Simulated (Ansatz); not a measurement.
Consider Si₁₃C₃.

The calculation's input:

```
crystal:
  lattice:
    - [-5.20591, 5.210924, 0.112846]
    - [-5.169644, 0.149112, 5.249749]
    - [-0.150801, 5.172969, 5.248061]
  atoms:
    - { symbol: C, position: [0.0008710043, 0.0012005525, 0.5024777085] }
    - { symbol: C, position: [0.5270913927, 0.5235894469, 0.0245223605] }
    - { symbol: C, position: [0.3460904123, 0.3486561566, 0.8501332521] }
    - { symbol: Si, position: [0.0021717423, 0.9961667971, 0.9973349771] }
    - { symbol: Si, position: [0.4816166569, 0.0363590042, 0.9854988129] }
    - { symbol: Si, position: [0.037005062, 0.4826791754, 0.984112525] }
    - { symbol: Si, position: [0.4977782694, 0.0007668849, 0.5016052234] }
    - { symbol: Si, position: [0.0024426963, 0.4963253889, 0.4972044341] }
    - { symbol: Si, position: [0.4816746525, 0.4841172778, 0.537694982] }
    - { symbol: Si, position: [0.8846967378, 0.8933523383, 0.3951584709] }
    - { symbol: Si, position: [0.3358107239, 0.8883466554, 0.3898108534] }
    - { symbol: Si, position: [0.8842745825, 0.3378312989, 0.3886355354] }
    - { symbol: Si, position: [0.8842147706, 0.8871140311, 0.8391873847] }
    - { symbol: Si, position: [0.3916070413, 0.3945976046, 0.3398575226] }
    - { symbol: Si, position: [0.3914865342, 0.8385609598, 0.8958971296] }
    - { symbol: Si, position: [0.8366162797, 0.393950969, 0.8953312211] }
basis:
  ecutwfc: 420
kpoints:
  mp_grid: { grid: [6, 6, 6] }
hamiltonian:
  xc: pbe
scf:
  occupations: { method: gaussian, width: 0.1 }
  n_extra_bands: 8
output:
  forces: true
  stress: true
  eigenvalues: true
  populations: true
  dos:
    method: { smearing: { sigma: 0.1, scheme: gaussian } }
    projected: true
    de: 0.02
  write_density: true
  write_potential: true
  elf: true
  volumetric_format: npy
```

Run with:

```sh
ansatz run input.yaml --threads 4 --pin off --max-ram 9216MiB --backend cpu --events-out ev --progress --plain --runs-dir out
```

Below, planes, directions and counts refer to the standardised cell (a = 12.55 Å, b = 7.10 Å, c = 7.37 Å, α = 90.06°, β = 124.17°, γ = 89.95°).

Space group P1; a generated structure, not necessarily the stable one; not relaxed (largest force 0.6 eV/Å).

All numbers below come from Ansatz, DFT PBE, scalar-relativistic, plane waves, PAW.

### What will maps of the valence pseudo-density and electron localisation function show?

Si–Si (2.31 Å): ρ at the midpoint is about 0.6 e/Å³; the ELF peaks at about 0.95 between the atoms.
Si–C (1.97 Å): ρ at the midpoint is about 0.76 e/Å³; the ELF peaks at about 0.90 between the atoms.
Si–Si (2.37 Å): ρ is about 0.57 e/Å³ halfway; the ELF peaks at about 0.95 between the atoms.

### Does the calculation make it a metal, or give it a gap?

It is metallic or semimetallic at this level of theory: no gap opens.

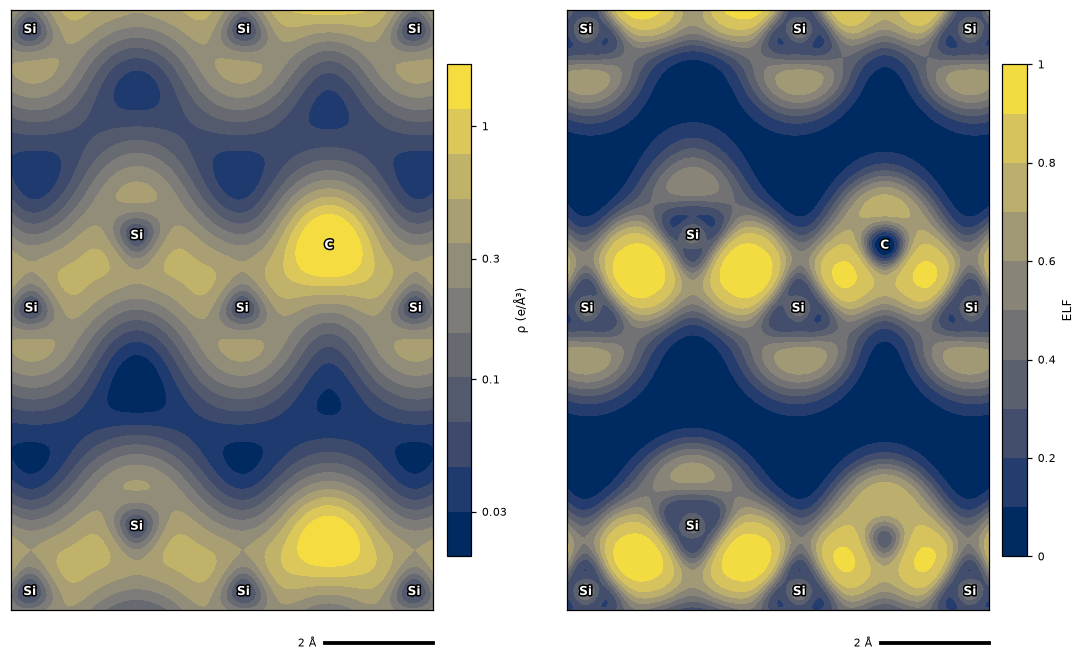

Computed valence pseudo-density and electron localisation function on the (101̄) plane of the standardised cell, in this order. Atoms just off the plane (C, 0.3 Å away) can leave unmarked features too.
